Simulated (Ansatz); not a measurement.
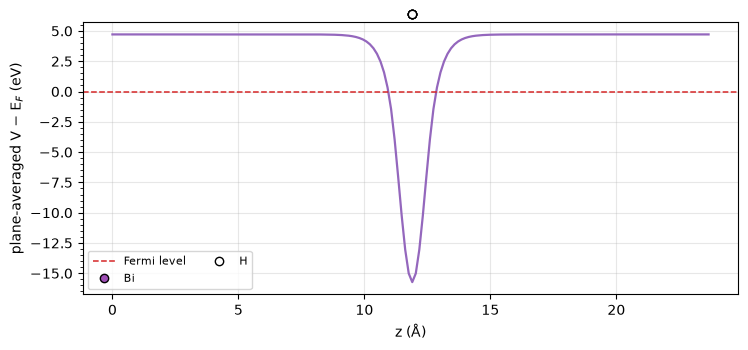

Bi3H2. Plane average of the electrostatic potential energy of an electron across the slab. Circles mark the heights of the atoms.

A structure generated by program, which may or may not match a known phase; computed without spin polarisation.

Theory: Ansatz 0.2.0, DFT PBE, scalar-relativistic, plane waves, PAW.

Core electrons are frozen (PAW), and the valence fields are smoothed inside the atomic spheres.

Question: What is the work function?

Answer: The potential is flat in the vacuum, 4.71 eV above the Fermi level; this is the work function, the same on both faces.

Question: What are the slab's thickness and the vacuum gap?

Answer: The outermost nuclei are 0.0 Å apart, in 1 atomic plane; the vacuum between periodic images is 23.8 Å wide.
